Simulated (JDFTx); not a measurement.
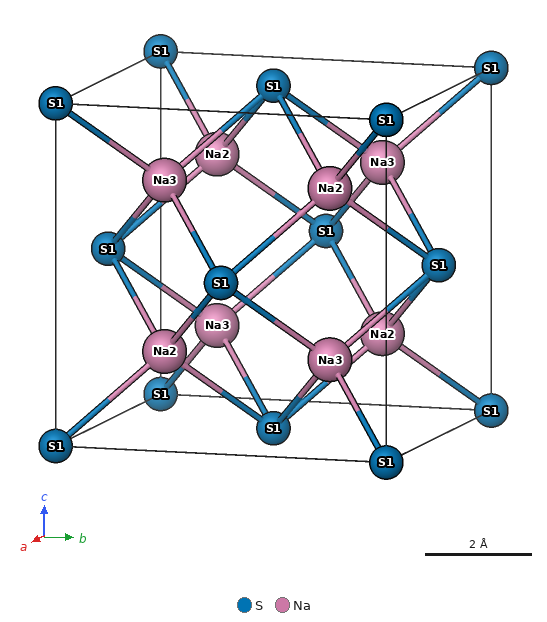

Fig. 1: The input geometry (ball-and-stick view of the cell 4 times as large as that of the calculation, set on its symmetry axes, seen slightly off an axis; atoms are numbered from 1 in the order of the input). An atom can appear more than once, as a periodic image.

Run report: Na2S, geometry relaxation (part 1 of 2)

System: Na2S (3 atoms in the cell).
Method: Kohn-Sham DFT of a periodic cell, LDA, PseudoDojo-SR-LDA-0.4.1-standard, no spin polarisation (JDFTx 1.7.0 (patched build)).

The structure derives from an entry of the Crystallography Open Database.

## Log
```
*************** JDFTx 1.7.0 (patched build) ***************

Input parsed successfully to the following command list (including defaults):

basis kpoint-dependent
coords-type Lattice
core-overlap-check vector
coulomb-interaction Periodic
davidson-band-ratio 1.1
dump End Forces BandEigs EigStats Ecomponents Stress Kpoints
dump-name run.$VAR
elec-cutoff 44 352
elec-eigen-algo Davidson
elec-ex-corr lda-PW
elec-n-bands 18 1
elec-smearing Fermi 0.00183747
electronic-minimize  \
	dirUpdateScheme      FletcherReeves \
	linminMethod         DirUpdateRecommended \
	nIterations          30 \
	history              15 \
	knormThreshold       0 \
	maxThreshold         no \
	energyDiffThreshold  1e-07 \
	nEnergyDiff          2 \
	convergeAll          no \
	alphaTstart          1 \
	alphaTmin            1e-10 \
	updateTestStepSize   yes \
	alphaTreduceFactor   0.1 \
	alphaTincreaseFactor 3 \
	nAlphaAdjustMax      3 \
	wolfeEnergy          0.0001 \
	wolfeGradient        0.9 \
	abortOnFailedStep    no \
	fdTest               no
electronic-scf  \
	nIterations	100 \
	energyDiffThreshold	1e-09 \
	residualThreshold	1e-07 \
	mixFraction	0.5 \
	qMetric	0.8 \
	history	10 \
	nEigSteps	2 \
	eigDiffThreshold	1e-08 \
	mixedVariable	Density \
	qKerker	0.8 \
	qKappa	-1 \
	verbose	no \
	mixFractionMag	1.5
exchange-regularization WignerSeitzTruncated
fluid None
fluid-ex-corr lda-TF lda-PZ
fluid-gummel-loop 10 1.000000e-05
fluid-minimize  \
	dirUpdateScheme      PolakRibiere \
	linminMethod         DirUpdateRecommended \
	nIterations          100 \
	history              15 \
	knormThreshold       0 \
	maxThreshold         no \
	energyDiffThreshold  0 \
	nEnergyDiff          2 \
	convergeAll          no \
	alphaTstart          1 \
	alphaTmin            1e-10 \
	updateTestStepSize   yes \
	alphaTreduceFactor   0.1 \
	alphaTincreaseFactor 3 \
	nAlphaAdjustMax      3 \
	wolfeEnergy          0.0001 \
	wolfeGradient        0.9 \
	abortOnFailedStep    no \
	fdTest               no
fluid-solvent H2O 55.338 ScalarEOS \
	epsBulk 78.4 \
	pMol 0.92466 \
	epsInf 1.77 \
	Pvap 1.06736e-10 \
	sigmaBulk 4.62e-05 \
	Rvdw 2.61727 \
	Res 1.42 \
	tauNuc 343133 \
	poleEl 15 7 1
forces-output-coords Cartesian
ion S   0.000000000000000   0.000000000000000   0.000000000000000 1
ion Na   0.750000000000000   0.750000000000000   0.750000000000000 1
ion Na   0.250000000000000   0.250000000000000   0.250000000000000 1
ion-species pseudo/S.upf
ion-species pseudo/Na.upf
ion-width 0
ionic-minimize  \
	dirUpdateScheme      L-BFGS \
	linminMethod         DirUpdateRecommended \
	nIterations          0 \
	history              15 \
	knormThreshold       0.0001 \
	maxThreshold         no \
	energyDiffThreshold  1e-06 \
	nEnergyDiff          2 \
	convergeAll          no \
	alphaTstart          1 \
	alphaTmin            1e-10 \
	updateTestStepSize   yes \
	alphaTreduceFactor   0.1 \
	alphaTincreaseFactor 3 \
	nAlphaAdjustMax      3 \
	wolfeEnergy          0.0001 \
	wolfeGradient        0.9 \
	abortOnFailedStep    no \
	fdTest               no
kpoint   0.000000000000   0.000000000000   0.000000000000  1.00000000000000
kpoint-folding 7 7 7
latt-move-scale 1 1 1
latt-scale 1 1 1
lattice Face-Centered Cubic 12.372
lattice-minimize  \
	dirUpdateScheme      L-BFGS \
	linminMethod         DirUpdateRecommended \
	nIterations          40 \
	history              15 \
	knormThreshold       0 \
	maxThreshold         no \
	energyDiffThreshold  1e-06 \
	nEnergyDiff          2 \
	convergeAll          no \
	alphaTstart          1 \
	alphaTmin            1e-10 \
	updateTestStepSize   yes \
	alphaTreduceFactor   0.1 \
	alphaTincreaseFactor 3 \
	nAlphaAdjustMax      3 \
	wolfeEnergy          0.0001 \
	wolfeGradient        0.9 \
	abortOnFailedStep    no \
	fdTest               no
lcao-params -1 1e-06 0.00183747
pcm-variant GLSSA13
perturb-minimize  \
	nIterations            0 \
	algorithm              MINRES \
	residualTol            0.0001 \
	residualDiffThreshold  0.0001 \
	CGBypass               no \
	recomputeResidual      no
spintype no-spin
subspace-rotation-factor 1 yes
symmetries automatic
symmetry-threshold 0.0001

---------- Setting up symmetries ----------

Found 48 point-group symmetries of the bravais lattice
Found 48 space-group symmetries with basis
Applied RMS atom displacement 0 bohrs to make symmetries exact.

---------- Initializing the Grid ----------
R =
[            0      6.18602      6.18602  ]
[      6.18602            0      6.18602  ]
[      6.18602      6.18602            0  ]
unit cell volume = 473.439
G =
[  -0.507854   0.507854   0.507854  ]
[   0.507854  -0.507854   0.507854  ]
[   0.507854   0.507854  -0.507854  ]
Minimum fftbox size, Smin = [  76  76  76  ]
Chosen fftbox size, S = [  80  80  80  ]

---------- Initializing tighter grid for wavefunction operations ----------
R =
[            0      6.18602      6.18602  ]
[      6.18602            0      6.18602  ]
[      6.18602      6.18602            0  ]
unit cell volume = 473.439
G =
[  -0.507854   0.507854   0.507854  ]
[   0.507854  -0.507854   0.507854  ]
[   0.507854   0.507854  -0.507854  ]
Minimum fftbox size, Smin = [  56  56  56  ]
Chosen fftbox size, S = [  56  56  56  ]

---------- Exchange Correlation functional ----------
Initalized Slater LDA exchange.
Initalized Perdew-Wang LDA correlation.

---------- Setting up pseudopotentials ----------
Width of ionic core gaussian charges (only for fluid interactions / plotting) set to 0

Reading pseudopotential file 'pseudo/S.upf':
  'S' pseudopotential, 'SLA  PW   NOGX NOGC' functional
  Generated using ONCVPSP code by D. R. Hamann
  6 valence electrons, 2 orbitals, 6 projectors, 1001 radial grid points, with lMax = 2
    3S    l: 0   occupation:  2.0   eigenvalue: -0.635064
    3P    l: 1   occupation:  4.0   eigenvalue: -0.261175
  Core radius for overlap checks: 1.67 bohrs.

Reading pseudopotential file 'pseudo/Na.upf':
  'Na' pseudopotential, 'SLA  PW   NOGX NOGC' functional
  Generated using ONCVPSP code by D. R. Hamann
  9 valence electrons, 3 orbitals, 4 projectors, 1001 radial grid points, with lMax = 1
    2S    l: 0   occupation:  2.0   eigenvalue: -2.070187
    2P    l: 1   occupation:  6.0   eigenvalue: -1.059373
    3S    l: 0   occupation:  1.0   eigenvalue: -0.103610
  Core radius for overlap checks: 1.48 bohrs.

Initialized 2 species with 3 total atoms.

Folded 1 k-points by 7x7x7 to 343 k-points.

---------- Setting up k-points, bands, fillings ----------
Reduced to 20 k-points under symmetry.
Computing the number of bands and number of electrons
Calculating initial fillings.
nElectrons:  24.000000   nBands: 18   nStates: 20

----- Setting up reduced wavefunction bases (one per k-point) -----
average nbasis = 6601.134 , ideal nbasis = 6599.889

---------- Setting up ewald sum ----------
Optimum gaussian width for ewald sums = 2.625991 bohr.
Real space sum over 1331 unit cells with max indices [  5  5  5  ]
Reciprocal space sum over 3375 terms with max indices [  7  7  7  ]

---------- Allocating electronic variables ----------
Initializing wave functions:  linear combination of atomic orbitals
Note: number of bands (18) exceeds available atomic orbitals (14)
S pseudo-atom occupations:   s ( 2 )  p ( 4 )
Na pseudo-atom occupations:   s ( 2 1 )  p ( 6 )
	FillingsUpdate:  mu: +0.192534820  nElectrons: 24.000000
LCAOMinimize: Iter:   0  F: -101.5539013348553965  |grad|_K:  5.206e-03  alpha:  1.000e+00
	FillingsUpdate:  mu: +0.141176136  nElectrons: 24.000000
LCAOMinimize: Iter:   1  F: -101.6078373692573393  |grad|_K:  6.314e-04  alpha:  4.814e-01  linmin: -2.008e-01  cgtest:  8.428e-01
LCAOMinimize: Encountered beta<0, resetting CG.
[... 5 lines of inner loops ...]
LCAOMinimize: Iter:   4  F: -101.6084907255785339  |grad|_K:  1.982e-07  alpha:  4.939e-01  linmin:  4.163e-03  cgtest: -4.092e-03
	FillingsUpdate:  mu: +0.135480596  nElectrons: 24.000000
LCAOMinimize: Iter:   5  F: -101.6084907256959298  |grad|_K:  8.264e-09  alpha:  9.310e-01  linmin:  3.679e-02  cgtest: -2.809e-01
LCAOMinimize: Converged (|Delta F|<1.000000e-06 for 2 iters).

--------- Lattice Minimization ---------

-------- Electronic minimization -----------
Will mix electronic density at each iteration.
	FillingsUpdate:  mu: +0.135480596  nElectrons: 24.000000
	FillingsUpdate:  mu: +0.124476408  nElectrons: 24.000000
SCF: Cycle:  0   F: -101.635410089414037   dF: -2.692e-02   |Residual|: 1.068e-01   |deigs|: 1.079e-01
	FillingsUpdate:  mu: +0.109694588  nElectrons: 24.000000
SCF: Cycle:  1   F: -101.659251009488116   dF: -2.384e-02   |Residual|: 2.071e-02   |deigs|: 1.449e-02
	FillingsUpdate:  mu: +0.106457148  nElectrons: 24.000000
SCF: Cycle:  2   F: -101.660136861590431   dF: -8.859e-04   |Residual|: 3.717e-03   |deigs|: 3.054e-03
	FillingsUpdate:  mu: +0.106771826  nElectrons: 24.000000
SCF: Cycle:  3   F: -101.660140127285388   dF: -3.266e-06   |Residual|: 1.053e-03   |deigs|: 3.606e-04
	FillingsUpdate:  mu: +0.106786343  nElectrons: 24.000000
SCF: Cycle:  4   F: -101.660140992870254   dF: -8.656e-07   |Residual|: 4.647e-04   |deigs|: 2.620e-04
	FillingsUpdate:  mu: +0.106885617  nElectrons: 24.000000
SCF: Cycle:  5   F: -101.660141345894388   dF: -3.530e-07   |Residual|: 1.918e-04   |deigs|: 1.729e-04
	FillingsUpdate:  mu: +0.106934305  nElectrons: 24.000000
SCF: Cycle:  6   F: -101.660141424666165   dF: -7.877e-08   |Residual|: 1.097e-04   |deigs|: 8.364e-05
	FillingsUpdate:  mu: +0.106929178  nElectrons: 24.000000
SCF: Cycle:  7   F: -101.660141464821095   dF: -4.015e-08   |Residual|: 1.678e-05   |deigs|: 6.373e-05
	FillingsUpdate:  mu: +0.106933491  nElectrons: 24.000000
SCF: Cycle:  8   F: -101.660141472803616   dF: -7.983e-09   |Residual|: 1.269e-05   |deigs|: 3.841e-05
	FillingsUpdate:  mu: +0.106932780  nElectrons: 24.000000
SCF: Cycle:  9   F: -101.660141477107160   dF: -4.304e-09   |Residual|: 5.205e-06   |deigs|: 8.999e-05
	FillingsUpdate:  mu: +0.106933381  nElectrons: 24.000000
SCF: Cycle: 10   F: -101.660141477896303   dF: -7.891e-10   |Residual|: 2.098e-06   |deigs|: 5.291e-05
	FillingsUpdate:  mu: +0.106933462  nElectrons: 24.000000
SCF: Cycle: 11   F: -101.660141478318266   dF: -4.220e-10   |Residual|: 1.180e-06   |deigs|: 3.924e-05
SCF: Converged (|Delta E|<1.000000e-09 for 2 iters).

Setting wave functions to eigenvectors of Hamiltonian
# Lattice vectors:
R =
[            0      6.18602      6.18602  ]
[      6.18602            0      6.18602  ]
[      6.18602      6.18602            0  ]
unit cell volume = 473.439

# Strain tensor in Cartesian coordinates:
[            0            0            0  ]
[            0            0            0  ]
[            0            0            0  ]

# Stress tensor in Cartesian coordinates [Eh/a0^3]:
[  7.24581e-05            0            0  ]
[            0  7.24581e-05            0  ]
[            0            0  7.24581e-05  ]

# Ionic positions in lattice coordinates:
ion S   0.000000000000000   0.000000000000000   0.000000000000000 1
ion Na   0.750000000000000   0.750000000000000   0.750000000000000 1
ion Na   0.250000000000000   0.250000000000000   0.250000000000000 1

# Forces in Cartesian coordinates:
force S  -0.000000000000000  -0.000000000000000   0.000000000000000 1
force Na   0.000000000000000  -0.000000000000000  -0.000000000000000 1
force Na  -0.000000000000000   0.000000000000000   0.000000000000000 1

# Energy components:
   Eewald =      -50.8225765028845728
       EH =       39.1835525713429860
     Eloc =     -105.3995541029664480
      Enl =      -28.1973291109862068
      Exc =      -16.5517915371801365
 Exc_core =        0.7475647191668351
       KE =       59.3799924851898453
-------------------------------------
     Etot =     -101.6601414783176978
       TS =        0.0000000000005720
-------------------------------------
        F =     -101.6601414783182662

LatticeMinimize: Iter:   0  F: -101.660141478318266  |grad|_K:  7.624e-03

#--- Lowdin population analysis ---
# oxidation-state S -1.135
# oxidation-state Na +0.613 +0.613

-------- Electronic minimization -----------
Will mix electronic density at each iteration.
	FillingsUpdate:  mu: +0.106933462  nElectrons: 24.000000
	FillingsUpdate:  mu: +0.107341038  nElectrons: 24.000000
SCF: Cycle:  0   F: -101.660198701926731   dF: -3.641e-06   |Residual|: 3.761e-04   |deigs|: 1.115e-04
	FillingsUpdate:  mu: +0.107391490  nElectrons: 24.000000
SCF: Cycle:  1   F: -101.660198986263239   dF: -2.843e-07   |Residual|: 8.034e-05   |deigs|: 8.194e-05
	FillingsUpdate:  mu: +0.107404584  nElectrons: 24.000000
SCF: Cycle:  2   F: -101.660199002449502   dF: -1.619e-08   |Residual|: 2.186e-05   |deigs|: 3.203e-05
	FillingsUpdate:  mu: +0.107403267  nElectrons: 24.000000
SCF: Cycle:  3   F: -101.660199002729399   dF: -2.799e-10   |Residual|: 9.331e-06   |deigs|: 1.624e-05
	FillingsUpdate:  mu: +0.107403864  nElectrons: 24.000000
SCF: Cycle:  4   F: -101.660199002792609   dF: -6.321e-11   |Residual|: 1.195e-06   |deigs|: 1.386e-05
SCF: Converged (|Delta E|<1.000000e-09 for 2 iters).

Setting wave functions to eigenvectors of Hamiltonian
LatticeMinimize: 	Wolfe criterion not satisfied: alpha: 1  (E-E0)/|gdotd0|: -0.989782  gdotd/gdotd0: 0.978944 (taking cubic step)

-------- Electronic minimization -----------
Will mix electronic density at each iteration.
	FillingsUpdate:  mu: +0.107403864  nElectrons: 24.000000
	FillingsUpdate:  mu: +0.108221460  nElectrons: 24.000000
SCF: Cycle:  0   F: -101.660309283279801   dF: -1.465e-05   |Residual|: 7.517e-04   |deigs|: 8.839e-05
	FillingsUpdate:  mu: +0.108321654  nElectrons: 24.000000
SCF: Cycle:  1   F: -101.660310397047994   dF: -1.114e-06   |Residual|: 1.598e-04   |deigs|: 1.164e-04
	FillingsUpdate:  mu: +0.108348241  nElectrons: 24.000000
SCF: Cycle:  2   F: -101.660310460693097   dF: -6.365e-08   |Residual|: 4.364e-05   |deigs|: 3.688e-05
	FillingsUpdate:  mu: +0.108345491  nElectrons: 24.000000
SCF: Cycle:  3   F: -101.660310461626835   dF: -9.337e-10   |Residual|: 1.871e-05   |deigs|: 7.191e-06
	FillingsUpdate:  mu: +0.108346575  nElectrons: 24.000000
SCF: Cycle:  4   F: -101.660310461849036   dF: -2.222e-10   |Residual|: 2.677e-06   |deigs|: 6.640e-06
SCF: Converged (|Delta E|<1.000000e-09 for 2 iters).

Setting wave functions to eigenvectors of Hamiltonian
LatticeMinimize: 	Wolfe criterion not satisfied: alpha: 3  (E-E0)/|gdotd0|: -2.90758  gdotd/gdotd0: 0.93708 (taking cubic step)

-------- Electronic minimization -----------
Will mix electronic density at each iteration.
	FillingsUpdate:  mu: +0.108346575  nElectrons: 24.000000
	FillingsUpdate:  mu: +0.109995800  nElectrons: 24.000000
SCF: Cycle:  0   F: -101.660514202371147   dF: -5.904e-05   |Residual|: 1.503e-03   |deigs|: 2.378e-04
	FillingsUpdate:  mu: +0.110197341  nElectrons: 24.000000
SCF: Cycle:  1   F: -101.660518605557442   dF: -4.403e-06   |Residual|: 3.206e-04   |deigs|: 2.251e-04
	FillingsUpdate:  mu: +0.110250704  nElectrons: 24.000000
SCF: Cycle:  2   F: -101.660518860876635   dF: -2.553e-07   |Residual|: 8.833e-05   |deigs|: 7.047e-05
	FillingsUpdate:  mu: +0.110246024  nElectrons: 24.000000
SCF: Cycle:  3   F: -101.660518864486960   dF: -3.610e-09   |Residual|: 3.762e-05   |deigs|: 6.381e-06
	FillingsUpdate:  mu: +0.110247524  nElectrons: 24.000000
SCF: Cycle:  4   F: -101.660518865352728   dF: -8.658e-10   |Residual|: 6.038e-06   |deigs|: 7.894e-06
	FillingsUpdate:  mu: +0.110246713  nElectrons: 24.000000
SCF: Cycle:  5   F: -101.660518865564981   dF: -2.123e-10   |Residual|: 2.508e-06   |deigs|: 7.705e-06
SCF: Converged (|Delta E|<1.000000e-09 for 2 iters).

Setting wave functions to eigenvectors of Hamiltonian
# Lattice vectors:
R =
[            0      6.16159      6.16159  ]
[      6.16159            0      6.16159  ]
[      6.16159      6.16159            0  ]
unit cell volume = 467.852

# Strain tensor in Cartesian coordinates:
[  -0.00394865            0            0  ]
[            0  -0.00394865            0  ]
[            0            0  -0.00394865  ]

# Stress tensor in Cartesian coordinates [Eh/a0^3]:
[  6.25187e-05            0            0  ]
[            0  6.25187e-05            0  ]
[            0            0  6.25187e-05  ]

# Ionic positions in lattice coordinates:
ion S  -0.000000000000000   0.000000000000000   0.000000000000000 1
ion Na   0.750000000000000   0.750000000000000   0.750000000000000 1
ion Na   0.250000000000000   0.250000000000000   0.250000000000000 1

# Forces in Cartesian coordinates:
force S   0.000000000000000  -0.000000000000000   0.000000000000000 1
force Na   0.000000000000000  -0.000000000000000   0.000000000000000 1
force Na   0.000000000000000  -0.000000000000000   0.000000000000000 1

# Energy components:
   Eewald =      -51.0240526856769634
       EH =       39.0589329271897299
     Eloc =     -105.0796044450208910
      Enl =      -28.1973847083807705
      Exc =      -16.5562226360981199
 Exc_core =        0.7475647196261903
       KE =       59.3902479627962379
-------------------------------------
     Etot =     -101.6605188655645833
       TS =        0.0000000000003981
-------------------------------------
        F =     -101.6605188655649812

LatticeMinimize: Iter:   1  F: -101.660518865564981  |grad|_K:  6.500e-03  alpha:  7.000e+00  linmin: -1.000e+00

#--- Lowdin population analysis ---
# oxidation-state S -1.136
# oxidation-state Na +0.613 +0.613
```
